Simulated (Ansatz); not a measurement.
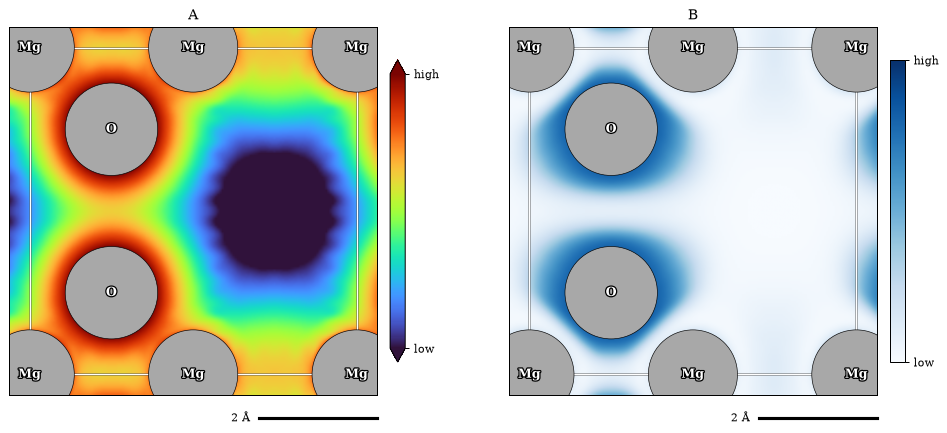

MgO: 2 fields on the (001) plane of the conventional cell, with unlabelled colour scales. Grey discs cover the atomic cores.

Space group P-4m2; a structure from a database of computed crystals, not necessarily the ambient phase; not relaxed (largest force 1.6 eV/Å); PAW files of the earlier set (soft_1).

All numbers below come from Ansatz 0.2.0, DFT LDA, scalar-relativistic, plane waves, PAW.

### Match the panels to the quantities (electron localisation function and valence pseudo-density).

Panel A: valence pseudo-density. Panel B: electron localisation function. From the grid: Mg–O (1.96 Å): ρ at the midpoint is about 0.47 e/Å³; the ELF peaks at about 0.85 in the valence shell of O, 0.7 Å from its nucleus, and is about 0.35 at the midpoint (a largely ionic contact).
